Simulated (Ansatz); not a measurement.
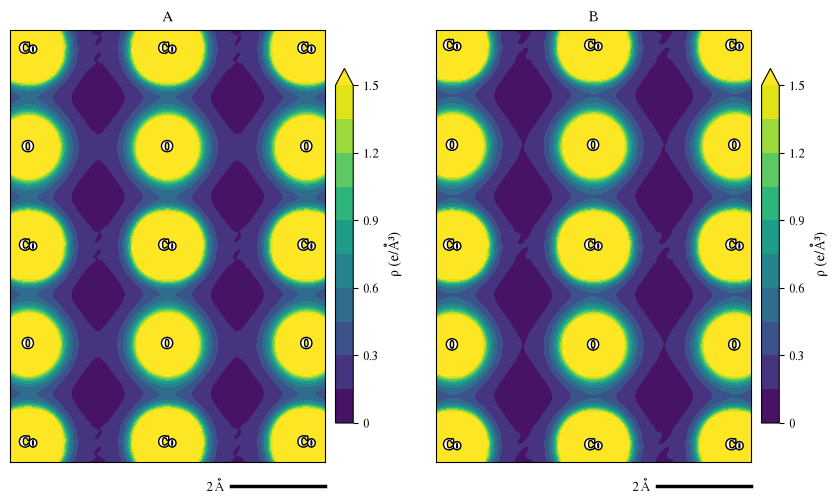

CoO. The valence pseudo-density of two cells that differ in size, on the (11̄0) plane of each (indices in the axes of the calculation cell), at one length scale and on one colour scale: B has 9.5 Å³ an atom and A 9.1.

Level of theory: Ansatz, Kohn-Sham DFT of a periodic cell, LDA, Ansatz PAW.

The larger cell:

```
Co O
1.0
     0.00000    2.11719    2.11719
     2.11719    0.00000    2.11719
     2.11719    2.11719    0.00000
Co O
1 1
Direct
  0.00000 0.00000 0.00000
  0.50000 0.50000 0.50000
```

The smaller cell: a = 2.953 Å, b = 2.953 Å, c = 2.953 Å, α = 60.00°, β = 60.00°, γ = 60.00°.

### What changes from the larger cell to the smaller?

From the larger cell to the smaller, Co–O goes from 2.12 to 2.09 Å, and the density at its midpoint from 0.44 to 0.47 e/Å³; the pressure goes from −17 to −11 GPa; the largest moment (Co) goes from 2.4 to 2.2 μB.
